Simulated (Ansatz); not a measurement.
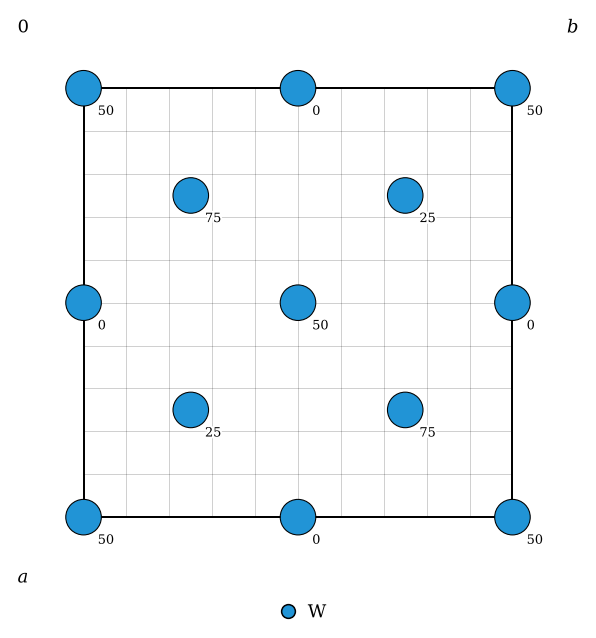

Plan of a unit cell projected along c (a down the page, b across); the numbers are heights in hundredths of c, and atoms on the cell's edges are repeated. The grid marks tenths of a and b. Source: the end point of a relaxation with Ansatz 0.2.0, DFT, PBEsol, plane waves (420 eV) with PAW, scalar-relativistic; the starting structure was generated, so it need not be a known form of this composition. Geometry calculated from the standardised cell; symmetry tolerance 0.002 Å.

a = 5.758 Å, b = 5.758 Å, c = 5.758 Å, α = 90.00°, β = 90.00°, γ = 90.00°.

### What does the cell contain?

8 W: W, Z = 8.

### Which space group?

Fd-3m, No. 227, origin choice 1, face-centred cubic.

### Give the independent sites, coordinates to two places.

| atom | site | symmetry | x | y | z |
| --- | --- | --- | --- | --- | --- |
| W | 8b | -43m | 0.75 | 0.75 | 0.75 |
